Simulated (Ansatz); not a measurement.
Al$_{5}$P$_{6}$ (slab)

Input

```
crystal:
  lattice:
    - [3.8681183841, 0.0, 0.0]
    - [0.0, 3.8681183841, 0.0]
    - [0.0, 0.0, 28.675863699]
  atoms:
    - { symbol: P, position: [0.0, 0.5, 0.2615439967] }
    - { symbol: Al, position: [0.5, 0.5, 0.3092351973] }
    - { symbol: P, position: [0.5, 0.0, 0.356926398] }
    - { symbol: Al, position: [0.0, 0.0, 0.4046175987] }
    - { symbol: P, position: [0.0, 0.5, 0.4523087993] }
    - { symbol: Al, position: [0.5, 0.5, 0.5] }
    - { symbol: P, position: [0.5, 0.0, 0.5476912007] }
    - { symbol: Al, position: [0.0, 0.0, 0.5953824013] }
    - { symbol: P, position: [0.0, 0.5, 0.643073602] }
    - { symbol: Al, position: [0.5, 0.5, 0.6907648027] }
    - { symbol: P, position: [0.5, 0.0, 0.7384560033] }
basis:
  ecutwfc: 420
kpoints:
  mp_grid: { grid: [7, 7, 1] }
hamiltonian:
  xc: pbesol
scf:
  occupations: { method: gaussian, width: 0.05 }
output:
  forces: true
  stress: true
  eigenvalues: true
  write_density: true
  write_potential: true
  elf: true
  volumetric_format: npy
efield:
  axis: 3
  dipole_correction: true
  ramp_width: 0.04
```

Launched as:

```sh
ansatz run input.yaml --threads 1 --pin off --max-ram 2560MiB --backend cpu --events-out ev --progress --plain --runs-dir out
```

Not relaxed (largest force 0.4 eV/Å); computed without spin polarisation.

Level of theory: Ansatz 0.2.0, DFT PBEsol, scalar-relativistic, plane waves, PAW.

Core electrons are frozen (PAW), and the valence fields are smoothed inside the atomic spheres.

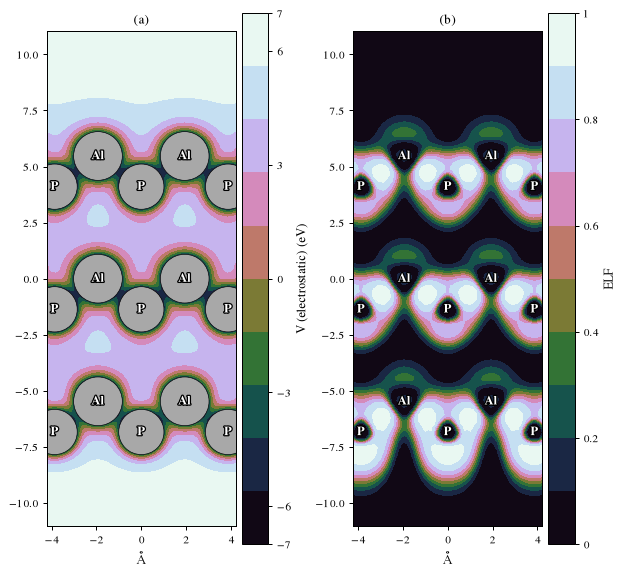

Figure 1. (a) electrostatic potential energy of an electron; (b) electron localisation function on the (010) plane of the calculation cell, a cut from vacuum to vacuum. Grey discs cover the atomic cores in the potential map.

Q: Read the bonding off the picture.

A:
- The section cuts through P and Al sites.
- Al–P (2.37 Å): the ELF peaks at about 0.95 between the atoms.
- The ELF also peaks beside P, away from the bonds: lone-pair regions.
- Outside the cores the potential energy rises away from the atoms and is highest in the vacuum; its zero is arbitrary.

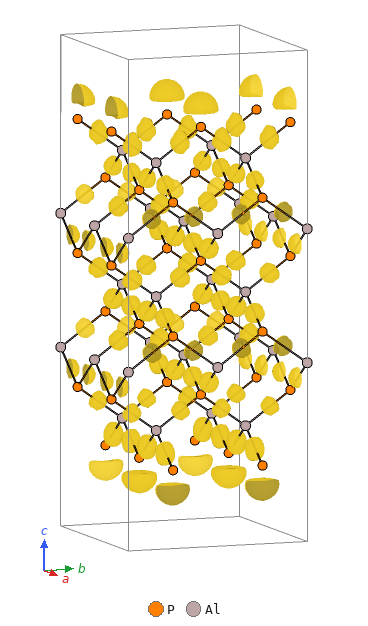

Figure 2. Isosurface of the ELF at 0.9 (yellow), seen slightly off an axis. Only the valence region is drawn (cores and ρ < 0.01 e/Å³ removed). Sticks mark near contacts.

Q: Describe the localisation domains.

A: The surface consists of 20 regions between bonded Al–P atoms and two lobes on P, pointing away from the bonds (lone pairs), counted in one cell of 11 atoms. Counts are for one cell; the picture repeats the cell along the surface.

Q: Metal or insulator at this level of theory?

A: It is gapless in this calculation (a metal or semimetal).
